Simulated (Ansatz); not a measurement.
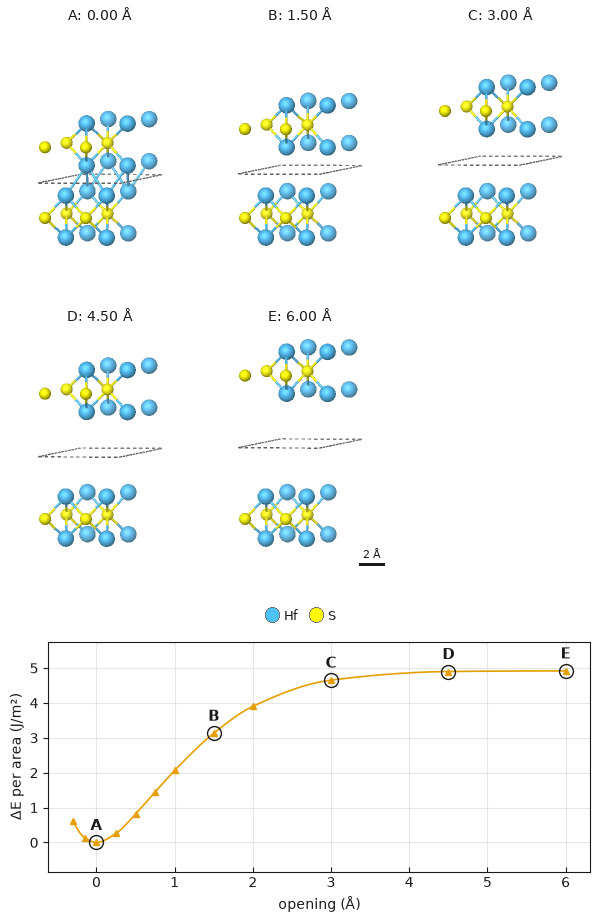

A scan of a crystal of Hf₂S (P6_3/mmc): the crystal is pulled apart rigidly along the normal of the (0 0 1) plane of the conventional cell, at a cut between a plane of Hf below and one of Hf above, 2.37 Å apart. One cut stands in each cell, which starts 11.7 Å high; nothing is relaxed, and the dashed outline marks the cut. The lettered frames are marked on the plot. A ball-and-stick model of the layers on both sides of the cut, seen from the side, nearly along the cut plane.

The calculation used DFT PBEsol, scalar-relativistic, plane waves, PAW in Ansatz 0.2.0. Settings: plane-wave cutoff 420 eV; k-point mesh 16 × 16 × 4; occupations gaussian; smearing width 0.15 eV; no spin polarisation. Energies (free energies at the smearing named) are counted from the relaxed crystal.

What does the scan show?

Answer. At the widest opening, 6.00 Å, the energy has risen by 4.919 J/m², where the curve has levelled off: this is the ideal work of separation, the sum of the two unrelaxed surface energies of a slab 11.7 Å thick. The steepest rise lies between 0.50 Å and 0.75 Å, with a mean traction of about 25 GPa. Pressing the cut together by 0.30 Å costs 0.619 J/m².

The computed points:

| opening (Å) | ΔE per area (J/m²) |
| --- | --- |
| −0.30 | 0.619 |
| −0.15 | 0.135 |
| 0.00 | 0.000 |
| 0.25 | 0.260 |
| 0.50 | 0.812 |
| 0.75 | 1.444 |
| 1.00 | 2.064 |
| 1.50 | 3.133 |
| 2.00 | 3.901 |
| 3.00 | 4.654 |
| 4.50 | 4.901 |
| 6.00 | 4.919 |
